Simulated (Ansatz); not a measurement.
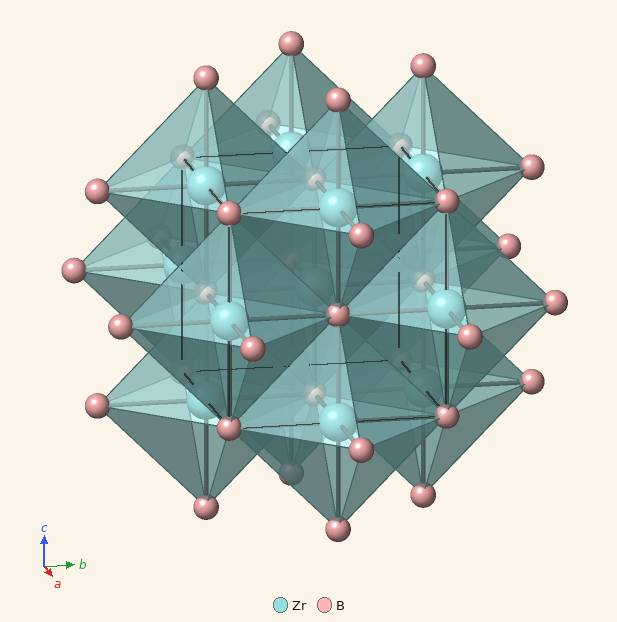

A polyhedral rendering, viewed slightly off an axis. The conventional unit cell is outlined; an atom on or near a face, edge or corner is repeated at each equivalent position. Some neighbours outside the box are added.

ZrB, rock salt (NaCl type), space group Fm-3m (No. 225), a = 4.904 Å, b = 4.904 Å, c = 4.904 Å, α = 90.00°, β = 90.00°, γ = 90.00°. The cell started as a structure type known for this compound. The cell was then strained or its atoms displaced on purpose. Ansatz was used for an electronic-structure calculation on it.

This one geometry was computed with Ansatz (DFT, plane waves, PAW) at five levels of theory: PBE, LDA, PBEsol, PBE with spin-orbit coupling and r2SCAN.

### Which level gives the highest pressure at this volume, and what does that say about its equilibrium volume?

Highest: r2SCAN (0.7 GPa), which points to the largest equilibrium volume. Lowest, with the smallest volume: LDA (-7.3 GPa). Levels within 0.5 GPa of each other can't be told apart.

### How does the band gap change with the level of theory?

All levels give a metal.

### Collect the results in a table.

| level | cutoff (eV) | k-mesh of the run's cell | gap (eV) | pressure (GPa) |
| --- | --- | --- | --- | --- |
| PBE | 420 | 12×12×12 | metal | 0.0 |
| LDA | 420 | 12×12×12 | metal | -7.3 |
| PBEsol | 420 | 12×12×12 | metal | -4.1 |
| PBE with spin-orbit coupling | 420 | 12×12×12 | metal | 0.0 |
| r2SCAN | 500 | 12×12×12 | metal | 0.7 |

Gaps are taken on the k-mesh or band path of each run.
